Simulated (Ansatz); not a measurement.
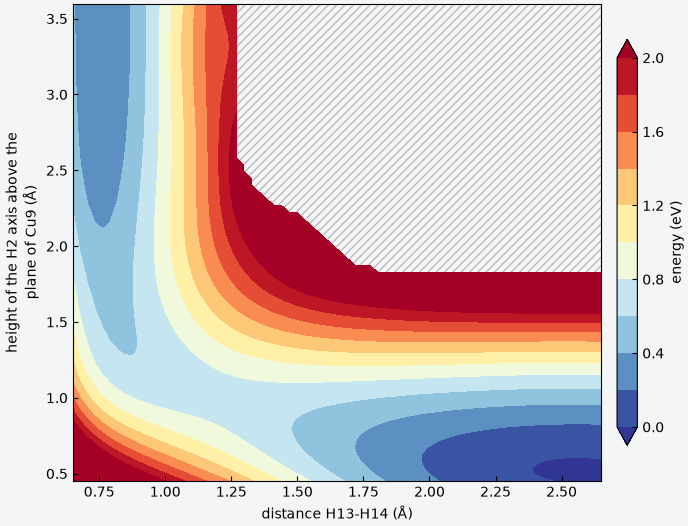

Energy landscape of H₂ on a Cu(100) slab cut from the Fm-3m phase, its upper half relaxed before the scan (12 atoms of substrate and one adsorbate in a 2 × 2 cell). H2 lies flat over one site of a rigid substrate while its bond length and height are varied; it sits over a bridge site, heights counted from the top plane, its axis along the first surface vector. Coordinates scanned: (1) distance H13-H14; (2) height of the H2 axis above the plane of Cu9. The grid has 8 × 9 points. At 15 points there is no value (left out: too close to the surface, or the stretched molecule far from it). Points are written as (first, second). All energies are given in eV relative to the lowest grid point. All numbers below come from Ansatz 0.2.0, DFT PBE, scalar-relativistic, plane waves, PAW. Settings: cutoff 420 eV, k-mesh 5×5×1, gaussian smearing 0.1 eV, no spin polarisation.

Drawn: filled contours, one colour for all values above the top of the scale, hatched blanks where no value was computed. Between grid points the surface is interpolated. 

**What does the map say about the system?**

The lowest grid point is at (2.650 Å, 0.45 Å). It lies on the edge of the grid, but the force there points inwards, so the minimum lies inside the range. The highest grid point, (0.650 Å, 0.45 Å), lies 3.79 eV above the lowest. On the interpolated surface the lowest path from the intact molecule far from the surface, (0.750 Å, 3.60 Å), to the stretched end of the scan, about (2.57 Å, 0.54 Å), has its top at about (1.22 Å, 0.99 Å), about 0.51 eV above the start and 0.74 eV above the end.

Each point was launched as `ansatz run input.yaml --threads 4 --pin off --max-ram 12288MiB --backend cpu --events-out ev --progress --plain --runs-dir out`. The whole map (57 points run) took 18 min on 4 threads of Arm Neoverse V2, on a shared host.
